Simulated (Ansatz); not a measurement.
The coordinates of a crystal:

```cif
data_structure
_symmetry_space_group_name_H-M 'C 2/m'
_symmetry_Int_Tables_number 12
_cell_length_a 5.5104
_cell_length_b 3.2291
_cell_length_c 23.6881
_cell_angle_alpha 90.000
_cell_angle_beta 90.000
_cell_angle_gamma 90.000
_cell_volume 421.50
loop_
_atom_site_label
_atom_site_type_symbol
_atom_site_symmetry_multiplicity
_atom_site_Wyckoff_symbol
_atom_site_fract_x
_atom_site_fract_y
_atom_site_fract_z
_atom_site_occupancy
W1 W 4 i 0.33333 0.00000 0.63794 1
S1 S 4 i 0.33333 0.00000 0.29624 1
S2 S 4 i 0.66667 0.00000 0.57210 1
```

**Interpret the file: composition, symmetry and coordination.**

It has the composition WS₂. Counting shared atoms by their share gives 2 W, 4 S, or 6 atoms. Each W has six S in a trigonal prismatic arrangement at 2.41 to 2.43 Å. The coordination shell of S holds three W in a trigonal pyramidal arrangement at 2.41 to 2.43 Å. Not all metal-metal contacts are counted. The bonds build WS2 layers parallel to (001).

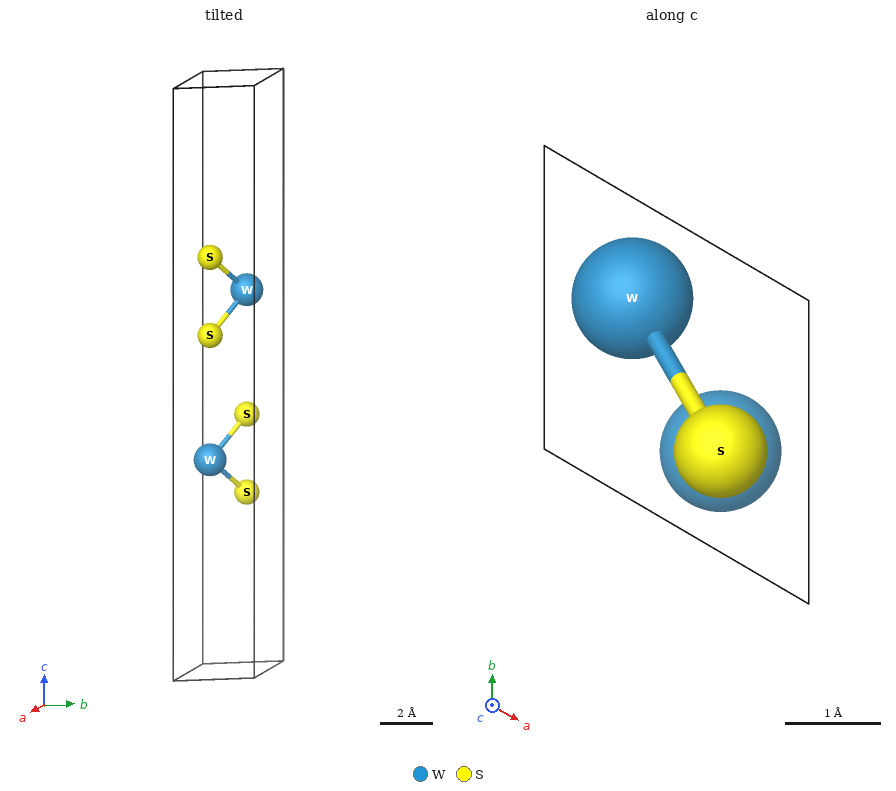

Structure drawing (ball-and-stick), viewed slightly off an axis and along the c axis. The wireframe shows the simulation cell.

It derives from a structure listed in the Materials Project. The cell was then strained or its atoms displaced on purpose. It went into a calculation with Ansatz.
